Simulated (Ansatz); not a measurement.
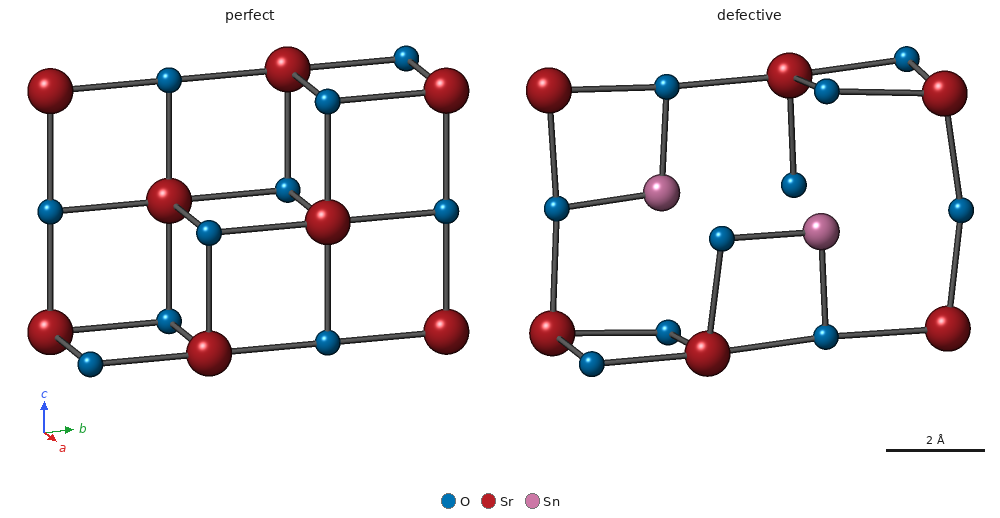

Left: perfect SrO. Right: the same region with a pair of point defects, after relaxing the atoms in a supercell of 64 sites. The picture is a ball-and-stick view of the atoms within 5.4 Å of one point, in a slice 3.4 Å thick across the line of sight, seen slightly off an axis.

Computed with DFT, PBEsol, PAW, plane waves in Ansatz. (plane-wave cutoff 420 eV; k-point mesh 1 × 1 × 1; mesh shifted by (0.25, 0.25, 0.25); no spin polarisation) Fermi-Dirac smearing of 0.01 eV. The axes drawn are those of the host's conventional cell.

> What kind of defect was made?

Two strontium atoms are replaced by tin, the two sites 3.6 Å apart.

The charge state of the cell is 0.

> How does the lattice respond?

One site: in the host the Sr atom has 6 O at 2.56 Å; the Sn atom ends with 3 O at 2.20 to 2.29 Å. The other site: in the host the Sr atom has 6 O at 2.56 Å; the Sn atom ends with 3 O at 2.21 to 2.31 Å. Of the host's atoms, an oxygen atom moves furthest from its site, by 0.38 Å. The Sn atom itself moves 0.31 Å from where it was put. The Sn atom itself moves 0.24 Å from where it was put.
